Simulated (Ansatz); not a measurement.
# Si$_{54}$C (charge −1): geometry relaxation (part 6 of 6)

Si$_{54}$C (defect cell, 55 atoms in the cell, total charge −1); DFT PBE, scalar-relativistic, plane waves, PAW, spin-polarised (Ansatz 0.2.0); cutoff 420 eV, 2×2×2 k-mesh, Gaussian smearing of 0.01 eV, collinear spins. The structure derives from an entry of the Crystallography Open Database.

Trajectory as extended XYZ, continued
```
55
Lattice="-8.2045 8.2045 0.0000 0.0000 8.2045 -8.2045 -8.2045 0.0000 -8.2045" Properties=species:S:1:pos:R:3:forces:R:3 step=15 energy=-34573.94555
Si   -9.6342    9.5135  -14.9314    0.0211   0.0161   0.0251
Si   -9.5977    6.7712  -12.2082    0.0072  -0.0156  -0.0016
Si   -6.8545    9.5443  -12.2638   -0.0166   0.0160  -0.0135
Si   -9.3998    3.8869   -9.5172    0.0171   0.0031  -0.0224
Si   -6.8528    6.7968   -9.5528   -0.0101  -0.0141  -0.0064
Si   -4.0998    9.5472   -9.5556   -0.0132  -0.0043  -0.0036
Si   -6.8256    4.1159   -6.7183   -0.0189   0.0005   0.0032
Si   -4.1000    6.7807   -6.8369    0.0118   0.0051   0.0039
Si   -4.0767    4.0887   -4.0059    0.0111  -0.0145   0.0009
Si  -12.3016   12.3107  -15.0643    0.0099   0.0198   0.0080
Si  -12.2850    9.5234  -12.3498    0.0163  -0.0526   0.0022
Si   -9.6002   12.2955  -12.2726    0.0027  -0.0087   0.0017
Si  -12.4281    6.9148   -9.4914    0.0239   0.0030   0.0162
Si   -9.6023    9.5496   -9.5529   -0.0191  -0.0220  -0.0041
Si   -6.8531   12.2969   -9.5519   -0.0026   0.0105  -0.0206
Si   -9.6125    6.7928   -6.8536   -0.0242  -0.0097  -0.0160
Si   -6.8549    9.5510   -6.8463    0.0043  -0.0098  -0.0126
Si   -6.8251    6.7817   -4.1430    0.0295  -0.0149   0.0219
Si  -15.0853   15.0261  -14.9991   -0.0042   0.0024   0.0165
Si  -15.0324   12.3448  -12.4022   -0.0434   0.0115   0.0174
Si  -12.3250   15.0206  -12.2973   -0.0056  -0.0139  -0.0099
Si  -15.4681    9.9589  -10.2562    0.0323  -0.0607   0.2024
Si  -12.3541   12.2563   -9.5728   -0.0012   0.0094   0.0267
Si   -9.5783   15.0412   -9.5735    0.0099  -0.0067   0.0173
Si  -12.3378    9.5652   -6.7840    0.0241   0.0063  -0.0048
Si   -9.6021   12.2887   -6.8463   -0.0154   0.0206   0.0214
Si   -9.6446    9.5247   -4.1926   -0.0078   0.0317   0.0073
Si   -2.7382    8.1825   -8.1808    0.0018   0.0009  -0.0262
Si   -2.7398    5.4346   -5.4290   -0.0131   0.0081  -0.0036
Si   -8.2470    8.1428  -13.5854   -0.0102  -0.0181   0.0226
Si   -2.6808    2.6734   -2.7045    0.0018   0.0121   0.0221
Si   -8.1822    5.3735  -10.9046   -0.0111   0.0138  -0.0147
Si   -5.4792    8.1734  -10.9099   -0.0013  -0.0037   0.0031
Si   -8.0795    2.5667   -7.9293    0.0401  -0.0368  -0.0272
Si   -5.4991    5.4178   -8.1841    0.0119   0.0146   0.0003
Si   -5.4504    2.7327   -5.3739    0.0125   0.0119   0.0021
Si   -5.4727   10.9211   -8.2001   -0.0026   0.0199  -0.0053
Si   -5.4730    8.1714   -5.5013   -0.0204   0.0062   0.0057
Si  -10.9653   10.9466  -13.6599   -0.0106   0.0015   0.0081
Si   -5.4835    5.4803   -2.6960    0.0142  -0.0066   0.0085
Si  -10.9920    8.1779  -10.8977    0.0191  -0.0193  -0.0129
Si   -8.2270   10.9226  -10.9126   -0.0020  -0.0034   0.0155
Si  -10.9342    5.4293   -8.2703   -0.0063  -0.0101  -0.0262
Si   -8.2286    8.1697   -8.1981    0.0015  -0.0022  -0.0070
Si   -8.2488    5.4589   -5.4485   -0.0014   0.0074  -0.0022
Si   -8.2229   13.6738   -8.1953    0.0161  -0.0109   0.0043
Si   -8.2245   10.9199   -5.4857    0.0166  -0.0033  -0.0229
Si  -13.6681   13.6937  -13.7213   -0.0049  -0.0435   0.0218
Si   -8.3121    8.0986   -2.9258    0.0154   0.0468  -0.0153
Si  -13.6135   11.0017  -11.1388   -0.0337   0.0104  -0.0287
Si  -10.9735   13.6561  -10.9040    0.0030   0.0118  -0.0252
Si  -13.8291    8.3170   -8.0674   -0.0400   0.0393   0.0651
Si  -10.9867   10.9038   -8.1903    0.0036   0.0088  -0.0013
Si  -10.9925    8.1587   -5.5096    0.0316   0.0021   0.0192
C     1.3572    1.3678   -0.3381   -0.0706   0.0343  -0.2564
55
Lattice="-8.2045 8.2045 0.0000 0.0000 8.2045 -8.2045 -8.2045 0.0000 -8.2045" Properties=species:S:1:pos:R:3:forces:R:3 step=17 energy=-34573.95057
Si   -9.6278    9.5157  -14.9281    0.0061   0.0159   0.0161
Si   -9.6034    6.7661  -12.2047    0.0083   0.0002   0.0034
Si   -6.8571    9.5484  -12.2623   -0.0025   0.0087  -0.0120
Si   -9.3897    3.8778   -9.5114   -0.0024   0.0052  -0.0812
Si   -6.8534    6.7954   -9.5550   -0.0052  -0.0080  -0.0056
Si   -4.1020    9.5461   -9.5556   -0.0007   0.0032  -0.0082
Si   -6.8244    4.1196   -6.7168    0.0137  -0.0198  -0.0162
Si   -4.0966    6.7899   -6.8410    0.0046  -0.0163   0.0101
Si   -4.0736    4.0914   -3.9988    0.0026   0.0023   0.0024
Si  -12.2991   12.3080  -15.0612    0.0006   0.0056   0.0034
Si  -12.2864    9.5134  -12.3489    0.0135  -0.0176  -0.0001
Si   -9.6015   12.2925  -12.2707   -0.0009   0.0024   0.0035
Si  -12.4305    6.9193   -9.4721    0.0377  -0.0301  -0.0072
Si   -9.6064    9.5470   -9.5519   -0.0101  -0.0077  -0.0020
Si   -6.8537   12.2992   -9.5520    0.0038   0.0068  -0.0039
Si   -9.6155    6.7869   -6.8553   -0.0061  -0.0008   0.0005
Si   -6.8560    9.5485   -6.8525   -0.0027  -0.0060  -0.0053
Si   -6.8204    6.7740   -4.1419    0.0001   0.0001   0.0092
Si  -15.0871   15.0262  -14.9892    0.0062   0.0103   0.0152
Si  -15.0439   12.3420  -12.4063   -0.0240  -0.0083   0.0074
Si  -12.3285   15.0191  -12.2994    0.0028  -0.0056  -0.0033
Si  -15.4569    9.9463  -10.2654   -0.0198   0.0052   0.0817
Si  -12.3544   12.2632   -9.5798   -0.0187  -0.0188   0.0209
Si   -9.5699   15.0488   -9.5775   -0.0110  -0.0209   0.0129
Si  -12.3318    9.5732   -6.7786   -0.0131   0.0229  -0.0090
Si   -9.6051   12.2973   -6.8501   -0.0148   0.0070   0.0050
Si   -9.6518    9.5318   -4.2013    0.0277   0.0022   0.0306
Si   -2.7299    8.1883   -8.1839   -0.0117   0.0015  -0.0135
Si   -2.7459    5.4372   -5.4302    0.0042   0.0070  -0.0025
Si   -8.2513    8.1409  -13.5767   -0.0015  -0.0139   0.0164
Si   -2.6799    2.6732   -2.7005    0.0178   0.0168   0.0239
Si   -8.1842    5.3713  -10.9046   -0.0193  -0.0014   0.0099
Si   -5.4812    8.1740  -10.9127   -0.0026  -0.0046   0.0156
Si   -8.0682    2.5607   -7.9286    0.0098   0.0039  -0.0218
Si   -5.4954    5.4227   -8.1836   -0.0052  -0.0009  -0.0098
Si   -5.4480    2.7397   -5.3676   -0.0015  -0.0081  -0.0113
Si   -5.4725   10.9236   -8.2008   -0.0029   0.0007  -0.0013
Si   -5.4782    8.1694   -5.5029    0.0001   0.0073  -0.0029
Si  -10.9669   10.9414  -13.6552   -0.0014  -0.0049  -0.0046
Si   -5.4772    5.4838   -2.6865   -0.0017   0.0014   0.0052
Si  -10.9958    8.1713  -10.8917    0.0040  -0.0054  -0.0032
Si   -8.2298   10.9226  -10.9076    0.0025  -0.0062   0.0048
Si  -10.9281    5.4166   -8.2733   -0.0417   0.0396   0.0044
Si   -8.2323    8.1650   -8.2000    0.0084   0.0041  -0.0063
Si   -8.2507    5.4561   -5.4469    0.0018   0.0111   0.0000
Si   -8.2193   13.6799   -8.1953    0.0026  -0.0093  -0.0056
Si   -8.2294   10.9193   -5.4988    0.0118   0.0080   0.0019
Si  -13.6710   13.6859  -13.7181    0.0087  -0.0056   0.0001
Si   -8.3148    8.1007   -2.9421    0.0242   0.0401  -0.0119
Si  -13.6143   11.0048  -11.1513    0.0020   0.0144   0.0141
Si  -10.9691   13.6629  -10.9060   -0.0033   0.0018  -0.0133
Si  -13.8341    8.3259   -8.0487    0.0171  -0.0149   0.0086
Si  -10.9878   10.9107   -8.1949   -0.0030  -0.0019   0.0013
Si  -10.9936    8.1561   -5.5109    0.0165  -0.0111   0.0039
C     1.3571    1.3630   -0.3550   -0.0317  -0.0079  -0.0704
55
Lattice="-8.2045 8.2045 0.0000 0.0000 8.2045 -8.2045 -8.2045 0.0000 -8.2045" Properties=species:S:1:pos:R:3:forces:R:3 step=18 energy=-34573.95234
Si   -9.6281    9.5164  -14.9266   -0.0014   0.0039  -0.0002
Si   -9.6033    6.7669  -12.2056    0.0041   0.0027  -0.0014
Si   -6.8563    9.5495  -12.2636   -0.0020  -0.0008   0.0012
Si   -9.3922    3.8814   -9.5184    0.0014  -0.0034   0.0069
Si   -6.8545    6.7952   -9.5567    0.0004   0.0003   0.0007
Si   -4.1020    9.5474   -9.5570   -0.0004  -0.0010   0.0039
Si   -6.8241    4.1164   -6.7215    0.0004   0.0005  -0.0021
Si   -4.0968    6.7886   -6.8415   -0.0003   0.0040  -0.0005
Si   -4.0739    4.0919   -4.0009   -0.0009  -0.0037  -0.0012
Si  -12.2999   12.3078  -15.0593    0.0026   0.0011   0.0001
Si  -12.2868    9.5124  -12.3471    0.0003   0.0010   0.0012
Si   -9.6003   12.2934  -12.2707   -0.0014  -0.0002  -0.0002
Si  -12.4262    6.9152   -9.4738   -0.0018   0.0009   0.0021
Si   -9.6071    9.5464   -9.5525    0.0005  -0.0011  -0.0008
Si   -6.8532   12.3000   -9.5524   -0.0005   0.0000   0.0003
Si   -9.6142    6.7887   -6.8543   -0.0022  -0.0025  -0.0007
Si   -6.8559    9.5489   -6.8536    0.0020  -0.0004  -0.0031
Si   -6.8192    6.7758   -4.1418   -0.0011   0.0008   0.0023
Si  -15.0851   15.0255  -14.9856    0.0036  -0.0003   0.0013
Si  -15.0453   12.3415  -12.4040   -0.0004   0.0019   0.0011
Si  -12.3263   15.0199  -12.2991   -0.0003  -0.0032   0.0001
Si  -15.4631    9.9533  -10.2597    0.0037  -0.0132   0.0067
Si  -12.3555   12.2613   -9.5769    0.0001   0.0023  -0.0025
Si   -9.5699   15.0474   -9.5771    0.0007   0.0010   0.0011
Si  -12.3324    9.5729   -6.7802    0.0011   0.0001   0.0002
Si   -9.6059   12.2983   -6.8500    0.0018  -0.0004   0.0017
Si   -9.6469    9.5336   -4.1978   -0.0019   0.0006   0.0007
Si   -2.7310    8.1887   -8.1849    0.0023  -0.0005  -0.0015
Si   -2.7454    5.4384   -5.4308   -0.0025   0.0000  -0.0007
Si   -8.2506    8.1408  -13.5753    0.0011   0.0015  -0.0033
Si   -2.6801    2.6749   -2.7014    0.0021   0.0020   0.0006
Si   -8.1860    5.3735  -10.9062   -0.0033  -0.0016   0.0005
Si   -5.4812    8.1741  -10.9124    0.0016   0.0011  -0.0016
Si   -8.0707    2.5592   -7.9330   -0.0024  -0.0025   0.0014
Si   -5.4966    5.4230   -8.1854    0.0009  -0.0024   0.0025
Si   -5.4477    2.7391   -5.3705   -0.0006  -0.0005  -0.0037
Si   -5.4723   10.9243   -8.2013    0.0001   0.0025  -0.0006
Si   -5.4773    8.1704   -5.5043   -0.0006  -0.0017   0.0028
Si  -10.9672   10.9412  -13.6535    0.0000  -0.0002  -0.0003
Si   -5.4770    5.4835   -2.6874    0.0031  -0.0002  -0.0004
Si  -10.9948    8.1702  -10.8922   -0.0007  -0.0025   0.0000
Si   -8.2291   10.9222  -10.9074   -0.0007   0.0022   0.0000
Si  -10.9311    5.4202   -8.2698   -0.0018   0.0017  -0.0078
Si   -8.2314    8.1656   -8.2014   -0.0017  -0.0011   0.0010
Si   -8.2478    5.4561   -5.4482   -0.0017   0.0008   0.0002
Si   -8.2177   13.6800   -8.1943   -0.0007  -0.0007  -0.0004
Si   -8.2279   10.9209   -5.4992    0.0003  -0.0004   0.0006
Si  -13.6697   13.6847  -13.7145   -0.0013  -0.0035   0.0004
Si   -8.3106    8.1040   -2.9401    0.0019   0.0074  -0.0030
Si  -13.6155   11.0049  -11.1475   -0.0027  -0.0054   0.0071
Si  -10.9699   13.6613  -10.9057    0.0039   0.0021  -0.0021
Si  -13.8324    8.3212   -8.0496   -0.0069   0.0026  -0.0044
Si  -10.9874   10.9099   -8.1941   -0.0011   0.0016   0.0004
Si  -10.9901    8.1588   -5.5090    0.0011   0.0001   0.0005
C     1.3444    1.3472   -0.3552    0.0022   0.0067  -0.0074
```

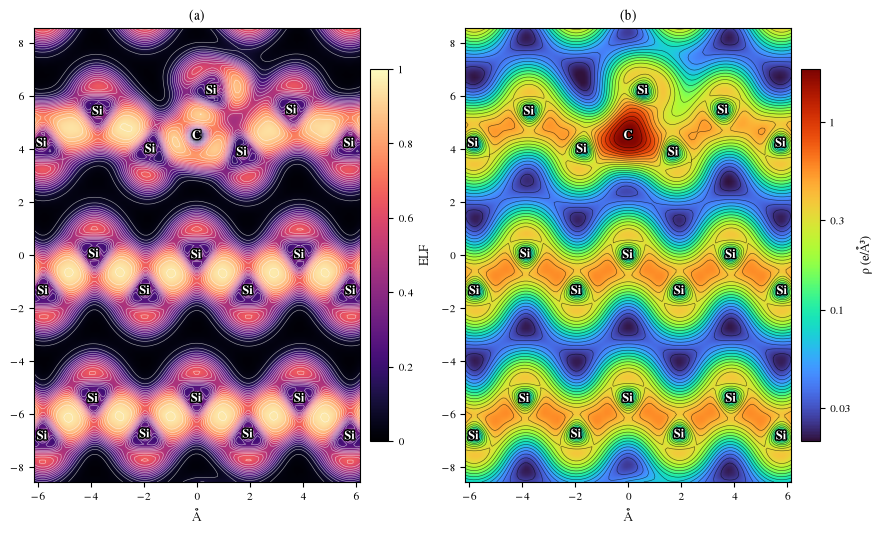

Fig. 1: (a) electron localisation function; (b) valence charge density (pseudo) on the (011̄) plane of the calculation cell. The plane passes through Si and C nuclei. Si–Si (2.37 Å): ρ at the midpoint is about 0.56 e/Å³, a local maximum along the line; the ELF peaks at about 0.95 between the atoms, which marks localised, shared-pair bonding. Si–Si (2.51 Å): ρ is about 0.45 e/Å³ halfway, a local maximum along the line; the ELF peaks at about 0.95 between the atoms, as expected for localised, shared-pair bonding. Si–Si (2.59 Å): the density is about 0.39 e/Å³ at the midpoint, a local maximum along the line; the ELF is about 0.50 at the midpoint. Away from the nuclei the density in this plane falls to 0.02 e/Å³ at its lowest. In a PAW calculation such maps are meaningful between the atoms, not at the nuclei.

Key numbers

```csv
quantity,value
outcome,converged
electrons treated,221
free energy,−34573.9523 eV
Fermi energy,6.596 eV
gap on the k-point mesh,0.27 eV
net moment of the cell,0.00 μB
integrated absolute moment,0.00 μB
final volume,1104.56 Å³
largest force (length of the vector) at the end,0.015 eV/Å
hardware,"4 threads of Intel Xeon @ 2.70GHz, 189 GiB of memory available, shared host"
wall time,25 min (CPU time 1.6 h)
peak memory,5.6 GiB
```

Notes

Warnings of the run: some starting moments were not kept.
